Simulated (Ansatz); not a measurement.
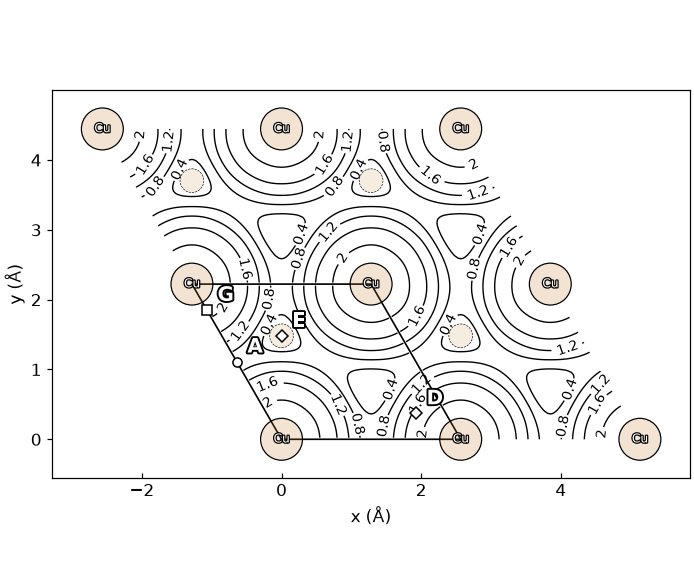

N on a Cu(111) slab cut from the Fm-3m phase, its upper half relaxed before the scan (12 atoms of substrate and one adsorbate in a 2 × 2 cell). N is moved over the surface cell; relaxed at each place: the height of the adsorbate's atoms; substrate rigid; the origin of the map has the adsorbate above Cu9. Places are given modulo a cell vector. The map is drawn in real space over the plane of the surface. The scan uses a 6 × 6 grid; 10 points were computed and 26 follow by symmetry. Places are given in fractions of the 1 × 1 surface cell. All energies are given in eV relative to the lowest grid point. Level of theory: DFT PBE, scalar-relativistic, plane waves, PAW in Ansatz. Settings: cutoff 420 eV, k-mesh 6×6×1, gaussian smearing 0.1 eV, no spin polarisation.

In the figure: contour lines labelled in eV, labelled circles for the atoms of the top layer and small ones for the second layer, the outline of one cell of the 2 × 2 shown, lettered points. Between grid points the surface is interpolated.

Is G the lowest point of the computed grid?

Answer. No. G lies 2.13 eV above the lowest grid point, which is at a threefold hollow over a third-layer Cu atom, (4/6, 2/6) of the cell vectors.

Rank the lettered points by energy, lowest first.

Answer. E (0.12 eV), A (0.63 eV), D (1.69 eV), G (2.13 eV).

PAW datasets: the set soft_1.
